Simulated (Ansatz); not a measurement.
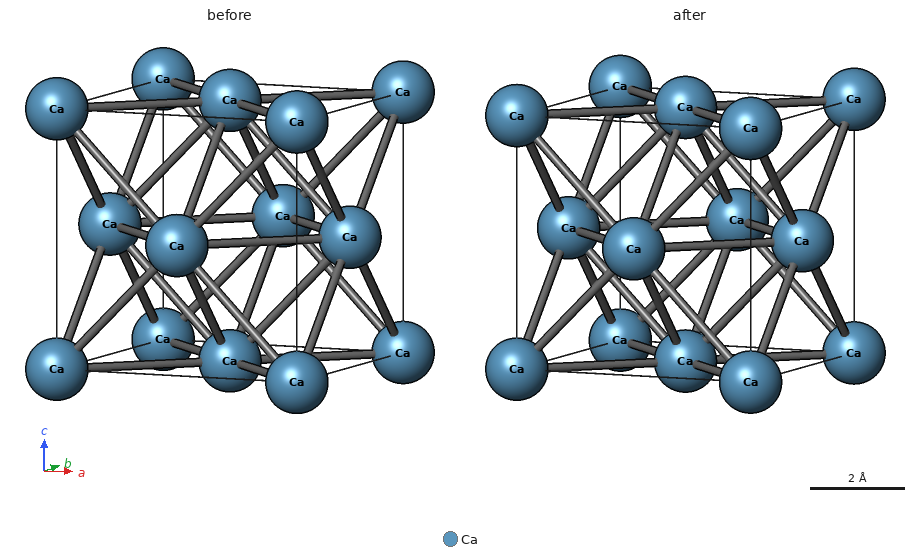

Left: a symmetric starting cell of Ca. Right: the same structure after one change, at the same scale. The picture is a ball-and-stick view of the conventional cell (4 times the calculation's cell), seen slightly off an axis. Lengths and directions refer to the drawn axes.

All numbers below come from DFT PBE, scalar-relativistic, plane waves, PAW in Ansatz 0.2.0. (plane-wave cutoff 420 eV; k-point mesh 14 × 14 × 14; occupations gaussian; smearing width 0.1 eV; no spin polarisation)

What distinguishes the right structure from the left one?

All lengths are scaled by −2.6 % (volume −7.7 %), the atoms keeping their fractional coordinates. No relaxation follows. The starting cell wasn't computed here and needn't be at equilibrium, so pressure and forces aren't due to the change alone.

And its effect?

The pressure is 0.9 GPa (not all of it need come from the change, since the unchanged cell can be under pressure at this level too). All forces vanish by symmetry. Some distances before and after: Ca–Ca 3.952 → 3.848 Å. The space group stays Fm-3m (No. 225).
